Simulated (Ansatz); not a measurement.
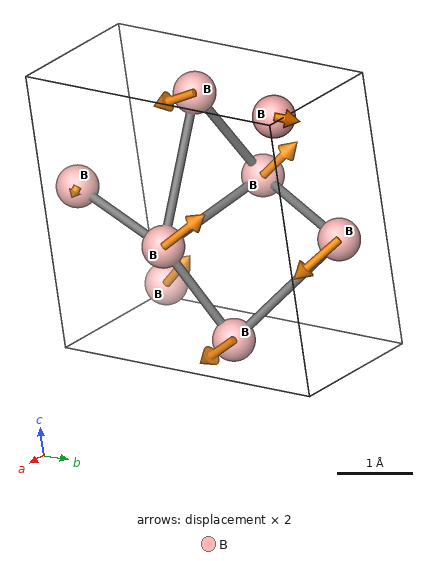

A relaxation of crystalline B (built on the iodine_64 type) (coarse preliminary run). The starting structure is drawn; orange arrows show the displacements (the part carried along by the change of the cell is left out), magnified 2 times.

A ball-and-stick model of the cell of the calculation, seen slightly off an axis.

Method: Ansatz, DFT PBE, scalar-relativistic, plane waves, PAW.

Input file:
```yaml
crystal:
  lattice:
    - [0.0057881999, -1.6893768724, -2.6621521436]
    - [-2.8947631819, 1.7547844014, -2.6970715599]
    - [2.8521703349, 1.7078098097, -2.6801084672]
  atoms:
    - { symbol: B, position: [0.3378939459, 0.9416863326, 0.4397616185] }
    - { symbol: B, position: [0.7739160554, 0.9272798843, 0.9753914678] }
    - { symbol: B, position: [0.8104790799, 0.3954457547, 0.4063571241] }
    - { symbol: B, position: [0.3954651255, 0.4464532734, 0.9028440011] }
    - { symbol: B, position: [0.7302995568, 0.6015377938, 0.0845927066] }
    - { symbol: B, position: [0.1228373381, 0.5679046974, 0.5665166424] }
    - { symbol: B, position: [0.089070986, 0.0790793412, 0.0729081081] }
    - { symbol: B, position: [0.7400379125, 0.0406129227, 0.5516283313] }
basis:
  ecutwfc: 420
kpoints:
  mp_grid: { grid: [8, 6, 6] }
hamiltonian:
  xc: pbe
scf:
  occupations: { method: gaussian, width: 0.1 }
output:
  forces: true
  stress: true
  eigenvalues: true
relax:
  adjacent_minimum: "off"
  f_tol: 0.015
  max_steps: 120
  cell: { stress_tol: 0.15 }
```

**Describe the change and its energy.**

B1 moves most relative to the cell: 0.42 Å along [3 −2 −2]. Cell: a 3.153 → 3.131 Å (−0.7 %), b 4.328 → 4.325 Å (−0.1 %), c 4.270 → 4.325 Å (+1.3 %), α 83.9° → 87.2°, γ 72.1° → 71.6°. Volume +0.1 %. Some distances before and after: B1–B3 2.173 → 2.759 Å, B1–B3 (another image) 2.366 → 1.799 Å, B2–B4 2.237 → 1.799 Å, B2–B4 (another image) 2.347 → 2.759 Å. Bond angles that change, for instance: B3–B4–B7 113.6° → 149.0°, B4–B6–B8 117.1° → 149.0°, B4–B7–B8 121.5° → 149.0°. The space group (tolerance 0.01 Å) goes from P1 (No. 1) to Cmcm (No. 63). The energy falls by 589 meV per atom in 8 accepted moves (11 points after the start). The largest force component goes from 6.3 to 0.0053 eV/Å. The pressure goes from 19.99 to 0.04 GPa. The line search rejected the trial step at point 4 of the run. The SCF was repeated twice at an unchanged geometry on a basis and grid sized afresh for the cell, which shifted the energy by 0.3 meV per atom at most.
